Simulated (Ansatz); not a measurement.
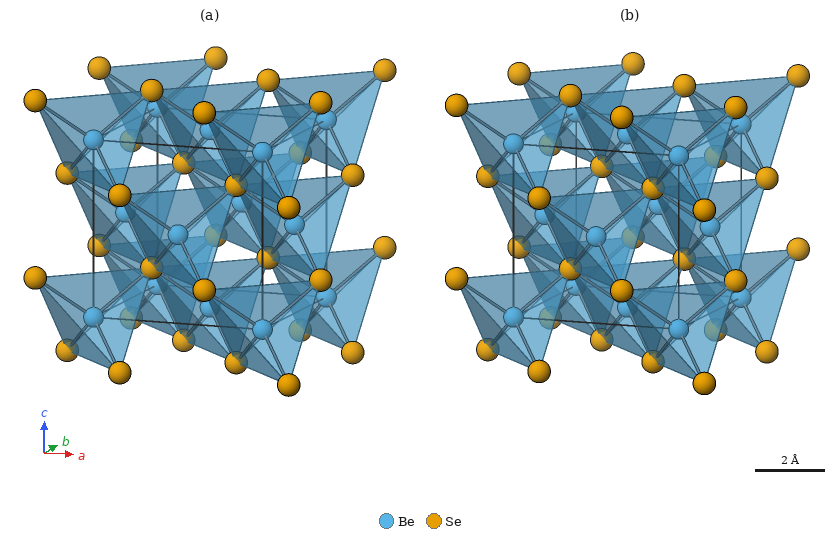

Left: a symmetric starting cell of BeSe (made from another compound by putting Se in place of Te). Right: the same structure after one change, at the same scale. The picture is a polyhedral view of the conventional cell (4 times the calculation's cell), seen from a free direction. Lengths and directions refer to the drawn axes.

Computed with Ansatz 0.2.0, DFT PBE, scalar-relativistic, plane waves, PAW. (plane-wave cutoff 420 eV; k-point mesh 8 × 8 × 8; occupations gaussian; smearing width 0.02 eV; no spin polarisation)

> Which change leads from the left to the right?

All lengths are scaled by −2.2 % (volume −6.5 %), the atoms keeping their fractional coordinates. No relaxation follows. The starting cell wasn't computed here and needn't be at equilibrium, so pressure and forces aren't due to the change alone.

> How do the computed properties respond?

Near-neighbour distances before and after: Be–Se 2.288 → 2.237 Å. The space group stays F-43m (No. 216). The pressure is 0.5 GPa (not all of it need come from the change, since the unchanged cell can be under pressure at this level too). All forces vanish by symmetry.
